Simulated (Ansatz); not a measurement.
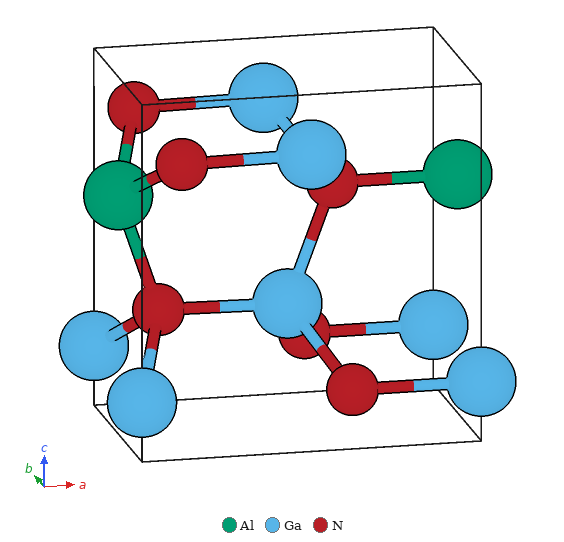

Ball-and-stick representation of a periodic structure, projected slightly off an axis. Lines trace the edges of the conventional unit cell.

AlGa₃N₄, space group Pm (No. 6), a = 5.30 Å, b = 3.26 Å, c = 5.64 Å, α = 90.00°, β = 90.04°, γ = 90.00°.

Method used: DFT PBEsol, scalar-relativistic, plane waves, PAW in Ansatz. It ran with 420 eV cutoff, 6×8×6 k-points, Gaussian smearing of 0.05 eV, no spin polarisation.

> Metal or not?

A semiconductor at this level, with a gap of 1.76 eV on the k-mesh (the true edges may lie between mesh points, so the gap can be somewhat smaller).

> What is the pressure at this volume?

The computed pressure is -14.1 GPa (stretched: it would shrink).

Its origin is a structure listed in the Materials Project. The cell was then strained or its atoms displaced on purpose. It went into a calculation with Ansatz.

At this level of theory the run's own cell isn't at rest (stretched, at -14 GPa), so its distances can differ from those at equilibrium, the more so the softer the solid.
